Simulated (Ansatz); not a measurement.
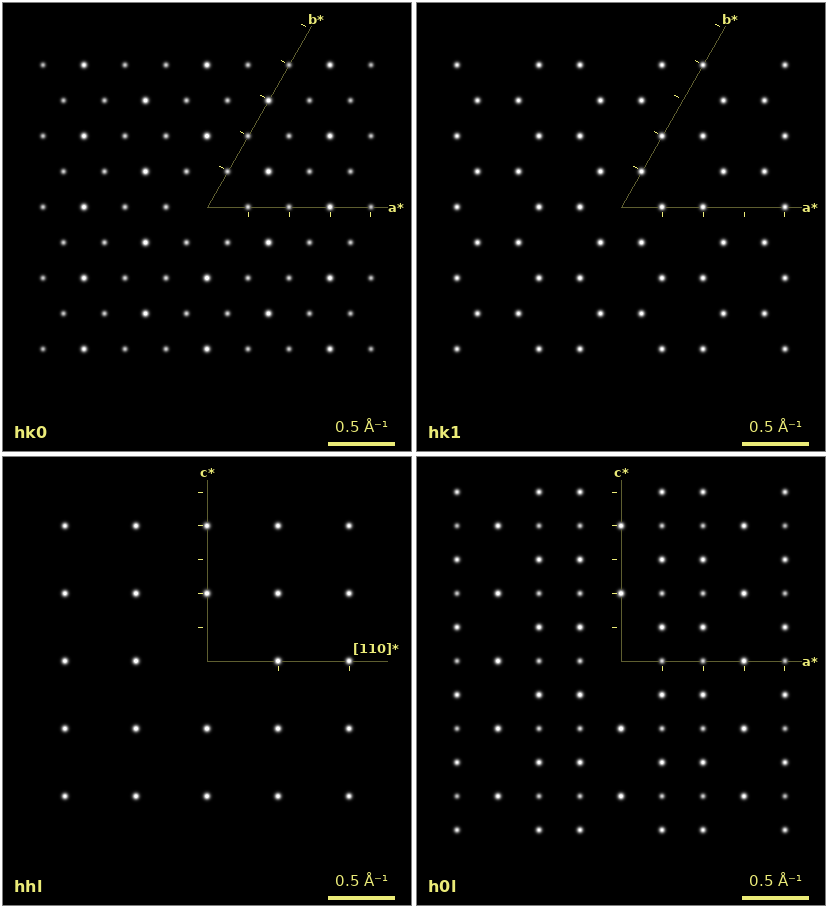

Simulated precession-type sections (neutrons; kinematic intensities, B = 0.5 Å²). The ticks mark integer indices of the conventional cell.

**What cell do the layers give?**

a* = 0.315, b* = 0.315, c* = 0.260 Å⁻¹, γ* = 60°; the cell is hexagonal with a = 3.66 Å, c = 3.85 Å (hexagonal axes).

**Which reflection conditions do the layers show?**

Reflections are present only under these conditions. hkl: no condition; hk0: no condition; h0l: no condition; hhl: l = 2n; 00l: l = 2n. The lattice is primitive (P). Further gaps, such as 0 3 1, 3 0 1, 3 0 3, come from atoms on special positions, not from the group's general conditions.

**Which space groups fit?**

The intensities have Laue symmetry 6/mmm (the hk0 layer shows 6mm, hk1 shows 6mm). With these conditions the candidates are P6_3mc (No. 186), P-62c (No. 190), P6_3/mmc (No. 194). Diffraction geometry alone does not choose among them; the structure has P6_3/mmc. The compound is Se. Structure: the input geometry of an electronic-structure calculation (not necessarily at equilibrium); the starting structure was generated, so it need not be a known form of this composition.
